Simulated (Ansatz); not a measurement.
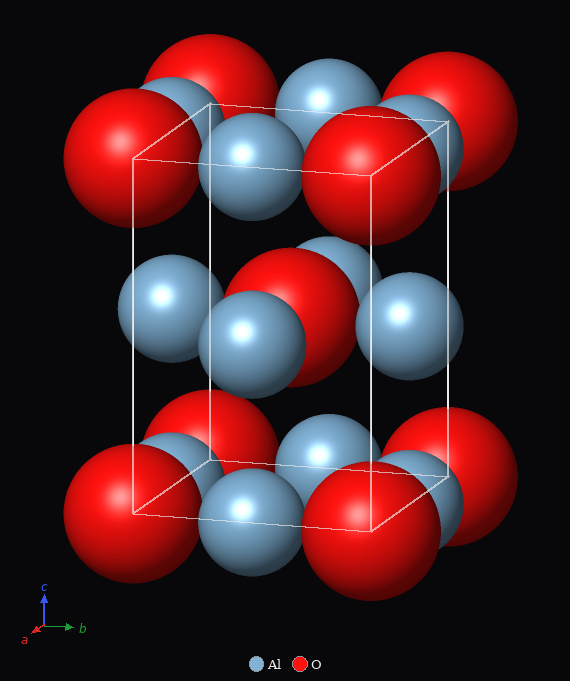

Drawn in the space-filling manner and seen slightly off an axis. The box is the conventional unit cell; atoms on or close to its faces, edges and corners are drawn wherever they repeat. Cell: a = 3.97 Å, b = 3.97 Å, c = 5.80 Å, α = 90.00°, β = 90.00°, γ = 90.00°.

It goes back to a random cell made by a generator, so it need not be a real form of the compound. Earlier steps of the study may have refined or changed the cell and positions. It was run through Ansatz as a DFT input.

Question: Give a description of the structure.

Answer: Its composition is Al2O. The atoms follow space group I4/mmm (No. 139); the Bravais lattice is body-centred tetragonal. The cell has 6 atoms, namely 4 Al, 2 O. The Al atoms are each bonded to two O in a linear arrangement at about 2.0 Å. O is coordinated by four Al in a square planar arrangement at about 2.0 Å.

Calculation details: Ansatz, DFT PBE, scalar-relativistic, plane waves, PAW; a basis cut at 420 eV, k-points about 0.14 Å⁻¹ apart, Gaussian smearing of 0.1 eV, no spin polarisation.

Question: Is the electronic structure metallic or gapped?

Answer: A metal: bands cross the Fermi level.

Question: What charge does Bader's analysis assign to each element?

Answer: Al +0.96 e; O -1.92 e.

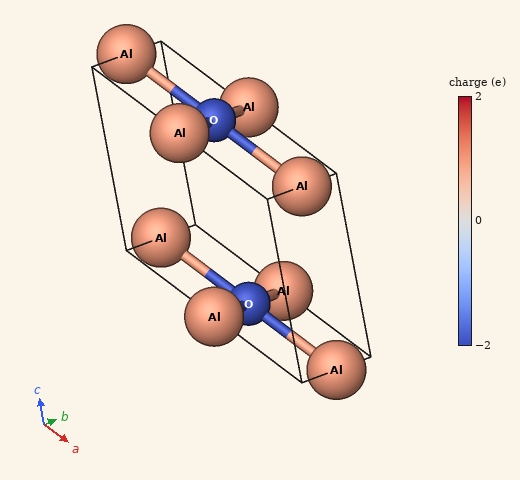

The atoms coloured by those charges. The run's cell of 3 atoms is drawn in a reduced setting, so axes and origin can differ from the first picture.

Question: Is the structure in equilibrium?

Answer: Yes. All forces vanish to within 0.01 eV/Å. The pressure is 0.0 GPa, close to zero.
